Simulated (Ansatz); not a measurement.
## Run report: Ti3Si2, geometry relaxation (part 1 of 2)

Ti3Si2 (Pm-3m, 5 atoms in the cell), computed with DFT PBE, scalar-relativistic, plane waves, PAW, no spin polarisation (Ansatz 0.2.0).

The structure was made by a generator, so it may or may not be a known phase. Figures and captions count atoms from 1; the log counts them from 0 in places.

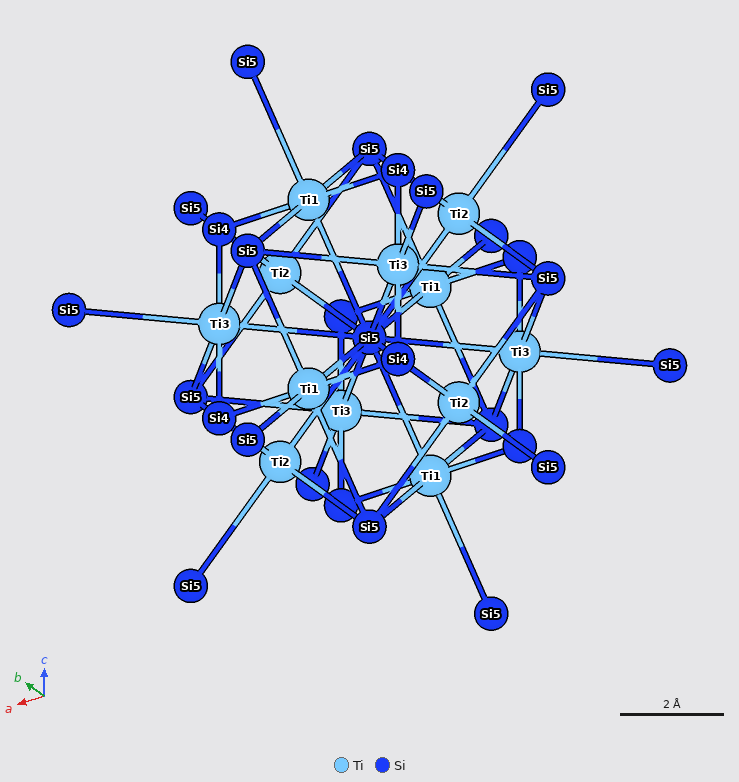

*The starting structure (ball-and-stick view of the cell of the calculation, seen at an oblique angle; bonded neighbours outside the cell are drawn too; atoms are numbered from 1 in the order of the input).*

Input:
```yaml
crystal:
  lattice:
    - [4.21430392, 0.0, 0.0]
    - [0.0, 4.21430392, 0.0]
    - [0.0, 0.0, 4.21430392]
  atoms:
    - { symbol: Ti, position: [0.5, 0.0, 0.0] }
    - { symbol: Ti, position: [0.0, 0.5, 0.0] }
    - { symbol: Ti, position: [0.0, 0.0, 0.5] }
    - { symbol: Si, position: [0.0, 0.0, 0.0] }
    - { symbol: Si, position: [0.5, 0.5, 0.5] }
basis:
  ecutwfc: 420
kpoints:
  mp_grid: { grid: [4, 4, 4] }
hamiltonian:
  xc: pbe
scf:
  occupations: { method: gaussian, width: 0.1 }
  lower_state_search: "off"
output:
  forces: true
  stress: true
  eigenvalues: true
relax:
  adjacent_minimum: "off"
  f_tol: 0.04
  max_steps: 70
  cell: { stress_tol: 0.4 }
```

Machine: 1 thread of Intel Xeon @ 2.50GHz (Skylake/Cascade Lake), 189 GiB of memory available, shared host.

Launched with:
```bash
ansatz run input.yaml --threads 1 --pin off --max-ram 2560MiB --backend cpu --events-out ev --progress --plain --runs-dir out
```

Output:
```
Engine: ansatz 0.2.0, x86_64-unknown-linux-gnu
Pseudopotentials: kind: paw
Pseudopotential: Ti, paw, valence charge 12, recommended cutoff 420 eV (normal), Ti.paw.azcp
Pseudopotential: Si, paw, valence charge 4, recommended cutoff 420 eV (normal), Si.paw.azcp
Functional definition: PBE
  parameter kappa = 0.804
  parameter beta = 0.06672455060314922
  exchange = pbe_x(kappa = kappa, mu = beta*pi^2/3)
  correlation = pbe_c(beta = beta)
Crystal: 5 atoms, lattice volume = 74.848 Å³
Basis set: ecut = 420 eV, 1419 PW (Γ), exchange–correlation on 60×60×60 points (8 copies of the dense FFT grid, shifted against one another)
Bands: 27, of which v1, the nominal top of the filled ones, is band 22 counted from 1 (21 counted from 0)
Symmetry: 48 space group operations
Space group: Pm-3m (ITA 221), of the structure as read, at distance tolerance 4.2e-5 Å
k-points: 10 of 64
Non-local potential: Ti, projectors of the file, l = 0: 3, l = 1: 2, l = 2: 3, l = 3: 1
Non-local potential: Si, projectors of the file, l = 0: 2, l = 1: 2, l = 2: 2
PAW form: soft (Blöchl's): semilocal exchange-correlation on the pseudo side does not see the compensation charge
PAW one-centre angular grid: Ti, 590 points (default); XC on 64 Gauss nodes
PAW one-centre angular grid: Si, 110 points (default); XC on 64 Gauss nodes
Initial density: superposition of atomic densities (neutral atoms: chi_scale 0, normalization atom), corrected by the library's trained network
Initial wavefunctions: pseudopotential atomic-orbital guess
Functional: x = pbe(κ = 0.804, μ = 0.2195149727645171), c = pbe(β = 0.06672455060314922)
SCF iter   1: F=—  HF=-8767.727683 eV  |F-HF|=—  |Δ(HF+E_count)|=         —  Δρ=8.46e-3  dr2=1.13e-1  ethr=1.77e-3  ⟨swp⟩=4.4  Hψ=1091  notcnv=0
preconditioner: auto → Kerker (q_TF=auto, 2.497 Å⁻¹)  [metal: Δε(μ)=0.074 eV  Ē_g=4.537 eV  σ=0.100 eV  W_gap=0.39  n_scr=18 (ndim 8)  ℏωp=19.2 eV  f_vac=0.000  D(μ)=5.20/eV (n_scr^D=56)]
SCF iter   2: F=—  HF=-8767.706560 eV  |F-HF|=—  |Δ(HF+E_count)|=   2.11e-2  Δρ=4.49e-3  dr2=3.82e-2  ethr=2.56e-4  ⟨swp⟩=1.2  Hψ=353  notcnv=0
SCF iter   3: F=—  HF=-8767.696275 eV  |F-HF|=—  |Δ(HF+E_count)|=   1.03e-2  Δρ=7.95e-4  dr2=7.70e-4  ethr=8.67e-5  ⟨swp⟩=2.0  Hψ=356  notcnv=0  defer=2
SCF iter   4: F=—  HF=-8767.696096 eV  |F-HF|=—  |Δ(HF+E_count)|=   1.79e-4  Δρ=2.02e-4  dr2=3.09e-5  ethr=1.75e-6  ⟨swp⟩=2.0  Hψ=362  notcnv=0  defer=2
SCF iter   5: F=—  HF=-8767.695919 eV  |F-HF|=—  |Δ(HF+E_count)|=   1.76e-4  Δρ=5.88e-5  dr2=2.50e-6  ethr=7.02e-8  ⟨swp⟩=2.1  Hψ=359  notcnv=0
SCF iter   6: F=—  HF=-8767.695919 eV  |F-HF|=—  |Δ(HF+E_count)|=   4.45e-7  Δρ=2.26e-5  dr2=3.62e-7  ethr=5.68e-9  ⟨swp⟩=2.0  Hψ=454  notcnv=0
SCF iter   7: F=-8767.695919 eV  HF=-8767.695919 eV  |F-HF|=1.61e-9  |Δ(HF+E_count)|=   1.08e-7  Δρ=3.72e-6  dr2=5.74e-9  ethr=2.27e-10  ⟨swp⟩=7.6  Hψ=1105  notcnv=0
SCF 1 converged in 7 iterations: F = -8767.695919 eV  dr2 = 5.74e-9
  greatest PAW one-centre occupation: 0.999 electrons in one spin orbital (limit 2), on the Ti atom at site 2 (counted from 0), in its partial waves of l = 0
relax step   1: F+E_penalty+E_count = -8767.69591872 eV  Δ(F+E_penalty+E_count) = +0.000e0 eV  max|allowed force component| = 8.031e-29 eV/Å  Δτ_max = 0.0000 Å  P = +33.498 GPa  Ω = 74.848 Å³  (7 SCF iters, dr2 threshold 1.00e-7 eV, accepted)
Crystal: 5 atoms, lattice volume = 86.336 Å³
Basis set: ecut = 420 eV, 1743 PW (Γ), exchange–correlation on 60×60×60 points (8 copies of the dense FFT grid, shifted against one another)
Initial density: handed on by an earlier stage of this run
Initial wavefunctions: those handed on with the density
iter 1 solved again at ethr=1.60e-3 eV; its pass at ethr=3.10e-3 eV (dr2=7.02e-1 eV) is discarded
SCF iter   1: F=—  HF=-8769.333168 eV  |F-HF|=—  |Δ(HF+E_count)|=         —  Δρ=1.52e-2  dr2=7.06e-1  ethr=1.60e-3  ⟨swp⟩=1.0  Hψ=1531  notcnv=0
preconditioner: auto → Kerker (q_TF=auto, 2.438 Å⁻¹)  [metal: Δε(μ)=0.083 eV  Ē_g=4.162 eV  σ=0.100 eV  W_gap=0.43  n_scr=18 (ndim 8)  ℏωp=17.9 eV  f_vac=0.000  D(μ)=5.40/eV (n_scr^D=56)]
SCF iter   2: F=—  HF=-8769.213199 eV  |F-HF|=—  |Δ(HF+E_count)|=   1.20e-1  Δρ=8.66e-3  dr2=2.43e-1  ethr=1.60e-3  ⟨swp⟩=1.5  Hψ=278  notcnv=0
SCF iter   3: F=—  HF=-8769.151189 eV  |F-HF|=—  |Δ(HF+E_count)|=   6.20e-2  Δρ=1.42e-3  dr2=1.84e-3  ethr=5.53e-4  ⟨swp⟩=2.1  Hψ=432  notcnv=0
SCF iter   4: F=—  HF=-8769.150904 eV  |F-HF|=—  |Δ(HF+E_count)|=   2.84e-4  Δρ=5.03e-4  dr2=2.35e-4  ethr=4.19e-6  ⟨swp⟩=2.4  Hψ=427  notcnv=0
SCF iter   5: F=—  HF=-8769.151136 eV  |F-HF|=—  |Δ(HF+E_count)|=   2.31e-4  Δρ=1.84e-4  dr2=3.69e-5  ethr=5.35e-7  ⟨swp⟩=2.6  Hψ=476  notcnv=0
SCF iter   6: F=—  HF=-8769.151128 eV  |F-HF|=—  |Δ(HF+E_count)|=   7.61e-6  Δρ=3.06e-5  dr2=1.02e-6  ethr=8.38e-8  ⟨swp⟩=2.3  Hψ=391  notcnv=0
SCF iter   7: F=-8769.151128 eV  HF=-8769.151128 eV  |F-HF|=2.49e-10  |Δ(HF+E_count)|=   4.55e-8  Δρ=7.14e-6  dr2=4.41e-8  ethr=1.14e-9  ⟨swp⟩=6.1  Hψ=1088  notcnv=0
SCF 2 converged in 7 iterations: F = -8769.151128 eV  dr2 = 4.41e-8
relax step   2: F+E_penalty+E_count = -8769.15112813 eV  Δ(F+E_penalty+E_count) = -1.455e0 eV  max|allowed force component| = 4.766e-30 eV/Å  Δτ_max = 0.0000 Å  P = +9.584 GPa  Ω = 86.336 Å³  energy of the carried Pulay correction = -1.814e-3 eV  (7 SCF iters, dr2 threshold 5.00e-7 eV, accepted)
Crystal: 5 atoms, lattice volume = 91.983 Å³
Basis set: ecut = 420 eV, 1791 PW (Γ), exchange–correlation on 60×60×60 points (8 copies of the dense FFT grid, shifted against one another)
iter 1 solved again at ethr=2.76e-4 eV; its pass at ethr=3.10e-3 eV (dr2=1.21e-1 eV) is discarded
SCF iter   1: F=—  HF=-8769.381890 eV  |F-HF|=—  |Δ(HF+E_count)|=         —  Δρ=6.13e-3  dr2=1.23e-1  ethr=2.76e-4  ⟨swp⟩=1.0  Hψ=1508  notcnv=0
preconditioner: auto → Kerker (q_TF=auto, 2.413 Å⁻¹)  [metal: Δε(μ)=0.041 eV  Ē_g=3.999 eV  σ=0.100 eV  W_gap=0.23  n_scr=26 (ndim 8)  ℏωp=17.3 eV  f_vac=0.000  D(μ)=6.77/eV (n_scr^D=80)]
SCF iter   2: F=—  HF=-8769.360394 eV  |F-HF|=—  |Δ(HF+E_count)|=   2.15e-2  Δρ=3.45e-3  dr2=4.26e-2  ethr=2.76e-4  ⟨swp⟩=1.2  Hψ=275  notcnv=0
SCF iter   3: F=—  HF=-8769.349857 eV  |F-HF|=—  |Δ(HF+E_count)|=   1.05e-2  Δρ=5.76e-4  dr2=3.02e-4  ethr=9.69e-5  ⟨swp⟩=2.0  Hψ=362  notcnv=0
SCF iter   4: F=—  HF=-8769.350386 eV  |F-HF|=—  |Δ(HF+E_count)|=   5.29e-4  Δρ=2.15e-4  dr2=5.86e-5  ethr=6.87e-7  ⟨swp⟩=2.0  Hψ=414  notcnv=0
SCF iter   5: F=—  HF=-8769.350378 eV  |F-HF|=—  |Δ(HF+E_count)|=   7.70e-6  Δρ=1.13e-4  dr2=1.26e-5  ethr=1.33e-7  ⟨swp⟩=3.0  Hψ=522  notcnv=0
SCF iter   6: F=-8769.350375 eV  HF=-8769.350375 eV  |F-HF|=3.91e-8  |Δ(HF+E_count)|=   2.58e-6  Δρ=1.84e-5  dr2=3.22e-7  ethr=1.14e-9  ⟨swp⟩=5.5  Hψ=1405  notcnv=0
SCF 3 converged in 6 iterations: F = -8769.350375 eV  dr2 = 3.22e-7
relax step   3: F+E_penalty+E_count = -8769.35037541 eV  Δ(F+E_penalty+E_count) = -1.992e-1 eV  max|allowed force component| = 9.792e-30 eV/Å  Δτ_max = 0.0000 Å  P = +2.109 GPa  Ω = 91.983 Å³  energy of the carried Pulay correction = -2.614e-3 eV  (6 SCF iters, dr2 threshold 5.00e-7 eV, accepted)
Crystal: 5 atoms, lattice volume = 93.712 Å³
Basis set: ecut = 420 eV, 1839 PW (Γ), exchange–correlation on 60×60×60 points (8 copies of the dense FFT grid, shifted against one another)
iter 1 solved again at ethr=2.19e-5 eV; its pass at ethr=3.10e-3 eV (dr2=9.64e-3 eV) is discarded
SCF iter   1: F=—  HF=-8769.364328 eV  |F-HF|=—  |Δ(HF+E_count)|=         —  Δρ=1.72e-3  dr2=9.74e-3  ethr=2.19e-5  ⟨swp⟩=2.0  Hψ=1400  notcnv=0
preconditioner: auto → Kerker (q_TF=auto, 2.405 Å⁻¹)  [metal: Δε(μ)=0.020 eV  Ē_g=3.961 eV  σ=0.100 eV  W_gap=0.11  n_scr=26 (ndim 8)  ℏωp=17.2 eV  f_vac=0.000  D(μ)=7.30/eV (n_scr^D=80)]
SCF iter   2: F=—  HF=-8769.362614 eV  |F-HF|=—  |Δ(HF+E_count)|=   1.71e-3  Δρ=9.62e-4  dr2=3.38e-3  ethr=2.19e-5  ⟨swp⟩=1.2  Hψ=275  notcnv=0
SCF iter   3: F=—  HF=-8769.361772 eV  |F-HF|=—  |Δ(HF+E_count)|=   8.42e-4  Δρ=1.58e-4  dr2=2.49e-5  ethr=7.69e-6  ⟨swp⟩=2.0  Hψ=362  notcnv=0
SCF iter   4: F=—  HF=-8769.362425 eV  |F-HF|=—  |Δ(HF+E_count)|=   6.53e-4  Δρ=4.88e-5  dr2=2.71e-6  ethr=5.65e-8  ⟨swp⟩=2.0  Hψ=357  notcnv=0
iter 5 did not close the SCF: its close was put off for the readings that it lacked (scf_convergence_deferred on its scf_iter line)
SCF iter   5: F=-8769.362424 eV  HF=-8769.362424 eV  |F-HF|=2.06e-7  |Δ(HF+E_count)|=   2.29e-7  Δρ=1.65e-5  dr2=3.01e-7  ethr=6.17e-9  ⟨swp⟩=2.2  Hψ=382  notcnv=0
SCF iter   6: F=-8769.362424 eV  HF=-8769.362424 eV  |F-HF|=3.61e-8  |Δ(HF+E_count)|=   5.29e-8  Δρ=6.92e-6  dr2=4.86e-8  ethr=6.84e-10  ⟨swp⟩=3.6  Hψ=1189  notcnv=0
SCF 4 converged in 6 iterations: F = -8769.362424 eV  dr2 = 4.86e-8
  greatest PAW one-centre occupation: 0.999 electrons in one spin orbital (limit 2), on the Ti atom at site 0 (counted from 0), in its partial waves of l = 0
relax step   4: F+E_penalty+E_count = -8769.36242436 eV  Δ(F+E_penalty+E_count) = -1.205e-2 eV  max|allowed force component| = 1.084e-29 eV/Å  Δτ_max = 0.0000 Å  P = +0.193 GPa  Ω = 93.712 Å³  energy of the carried Pulay correction = -2.849e-3 eV  (6 SCF iters, dr2 threshold 5.00e-7 eV, accepted)
Basis set: ecut = 420 eV, 1839 PW (Γ), exchange–correlation on 64×64×64 points (8 copies of the dense FFT grid, shifted against one another)
Initial wavefunctions: pseudopotential atomic-orbital guess (no wavefunctions were taken with the density)
iter 1 solved again at ethr=1.88e-7 eV; its pass at ethr=3.10e-3 eV (dr2=8.29e-5 eV) is discarded
SCF iter   1: F=—  HF=-8769.377898 eV  |F-HF|=—  |Δ(HF+E_count)|=         —  Δρ=5.81e-4  dr2=1.76e-5  ethr=1.88e-7  ⟨swp⟩=3.6  Hψ=1839  notcnv=0
preconditioner: auto → Resta (q_TF=auto, 2.405 Å⁻¹)  ε∞=20.0  [insulator: Δε(μ)=0.179 eV  Ē_g=3.935 eV  σ=0.100 eV  W_gap=0.50  n_scr=26 (ndim 8)  ℏωp=17.2 eV  f_vac=0.000  D(μ)=7.46/eV (n_scr^D=80)  ε∞_Penn≈20.0]
SCF iter   2: F=—  HF=-8769.378382 eV  |F-HF|=—  |Δ(HF+E_count)|=   4.84e-4  Δρ=3.15e-4  dr2=2.19e-5  ethr=4.00e-8  ⟨swp⟩=2.0  Hψ=495  notcnv=0
SCF iter   3: F=—  HF=-8769.378405 eV  |F-HF|=—  |Δ(HF+E_count)|=   2.36e-5  Δρ=7.33e-5  dr2=4.40e-7  ethr=4.00e-8  ⟨swp⟩=2.0  Hψ=359  notcnv=0
SCF iter   4: F=—  HF=-8769.378413 eV  |F-HF|=—  |Δ(HF+E_count)|=   7.86e-6  Δρ=7.17e-6  dr2=4.47e-8  ethr=1.00e-9  ⟨swp⟩=2.0  Hψ=491  notcnv=0
iter 5 did not close the SCF: its close was put off for the readings that it lacked (scf_convergence_deferred on its scf_iter line)
SCF iter   5: F=-8769.378413 eV  HF=-8769.378413 eV  |F-HF|=3.64e-12  |Δ(HF+E_count)|=   3.78e-8  Δρ=1.25e-6  dr2=1.26e-9  ethr=1.02e-10  ⟨swp⟩=2.1  Hψ=365  notcnv=0
SCF iter   6: F=-8769.378413 eV  HF=-8769.378413 eV  |F-HF|=1.27e-11  |Δ(HF+E_count)|=  5.86e-10  Δρ=2.16e-7  dr2=4.06e-11  ethr=2.87e-12  ⟨swp⟩=2.0  Hψ=886  notcnv=0
SCF 5 converged in 6 iterations: F = -8769.378413 eV  dr2 = 4.06e-11
  greatest PAW one-centre occupation: 0.999 electrons in one spin orbital (limit 2), on the Ti atom at site 1 (counted from 0), in its partial waves of l = 0
relax step   5: F+E_penalty+E_count = -8769.37841300 eV  Δ(F+E_penalty+E_count) = -1.599e-2 eV  max|allowed force component| = 1.111e-29 eV/Å  Δτ_max = 0.0000 Å  P = +0.595 GPa  Ω = 93.712 Å³  stress off target by 5.95e-1 GPa  SCF on the basis re-selected at this cell (its energy is not comparable with the rows above)  (6 SCF iters)
basis re-selected at this cell: Δ(F+E_penalty+E_count) = -1.599e-2 eV, ΔP = +0.402 GPa vs the last step (what re-selecting the basis moved, of the pressure what is left beyond the Pulay correction that the steps carried, after the strain that the cell walked since its last selection, with what the two solves' SCF thresholds leave and, on support functions, any second-order correction that the steps lacked; it is no measure of the basis error at this ecutwfc). The dense FFT grid was sized anew with the basis: this SCF ran on 32×32×32 points, the steps before it on 30×30×30, so part of this shift can come from that change (see relax.cell in the input reference). This SCF's stress stands 5.95e-1 GPa from its target on what of the cell is left free (relax.cell.stress_tol is 4.00e-1 GPa) and its largest allowed force component is 1.11e-29 eV/Å (relax.f_tol is 4.00e-2 eV/Å): not within both, so this SCF does not close the relaxation
Crystal: 5 atoms, lattice volume = 94.261 Å³
iter 1 solved again at ethr=2.10e-6 eV; its pass at ethr=3.10e-3 eV (dr2=9.25e-4 eV) is discarded
SCF iter   1: F=—  HF=-8769.379820 eV  |F-HF|=—  |Δ(HF+E_count)|=         —  Δρ=5.30e-4  dr2=9.29e-4  ethr=2.10e-6  ⟨swp⟩=2.2  Hψ=1364  notcnv=0
preconditioner: auto → Kerker (q_TF=auto, 2.403 Å⁻¹)  [metal: Δε(μ)=0.015 eV  Ē_g=3.950 eV  σ=0.100 eV  W_gap=0.08  n_scr=26 (ndim 8)  ℏωp=17.1 eV  f_vac=0.000  D(μ)=7.42/eV (n_scr^D=80)]
SCF iter   2: F=—  HF=-8769.379671 eV  |F-HF|=—  |Δ(HF+E_count)|=   1.49e-4  Δρ=2.96e-4  dr2=3.25e-4  ethr=2.10e-6  ⟨swp⟩=1.3  Hψ=276  notcnv=0
SCF iter   3: F=—  HF=-8769.379444 eV  |F-HF|=—  |Δ(HF+E_count)|=   2.27e-4  Δρ=5.09e-5  dr2=2.55e-6  ethr=7.39e-7  ⟨swp⟩=2.0  Hψ=361  notcnv=0
SCF iter   4: F=—  HF=-8769.379444 eV  |F-HF|=—  |Δ(HF+E_count)|=   2.57e-7  Δρ=2.23e-5  dr2=6.22e-7  ethr=5.80e-9  ⟨swp⟩=2.2  Hψ=388  notcnv=0
iter 5 did not close the SCF: its close was put off for the readings that it lacked (scf_convergence_deferred on its scf_iter line)
SCF iter   5: F=-8769.379444 eV  HF=-8769.379444 eV  |F-HF|=6.83e-8  |Δ(HF+E_count)|=   8.95e-8  Δρ=1.00e-5  dr2=1.02e-7  ethr=1.41e-9  ⟨swp⟩=2.9  Hψ=505  notcnv=0
SCF iter   6: F=-8769.379444 eV  HF=-8769.379444 eV  |F-HF|=5.42e-10  |Δ(HF+E_count)|=   2.23e-8  Δρ=1.76e-6  dr2=3.37e-9  ethr=2.31e-10  ⟨swp⟩=1.8  Hψ=873  notcnv=0
SCF 6 converged in 6 iterations: F = -8769.379444 eV  dr2 = 3.37e-9
relax step   6: F+E_penalty+E_count = -8769.37944392 eV  Δ(F+E_penalty+E_count) = -1.031e-3 eV  max|allowed force component| = 6.766e-29 eV/Å  Δτ_max = 0.0000 Å  P = +0.051 GPa  Ω = 94.261 Å³  energy of the carried Pulay correction = -7.024e-5 eV  (6 SCF iters, dr2 threshold 5.00e-7 eV, accepted)
iter 1 solved again at ethr=1.63e-7 eV; its pass at ethr=3.10e-3 eV (dr2=7.19e-5 eV) is discarded
```
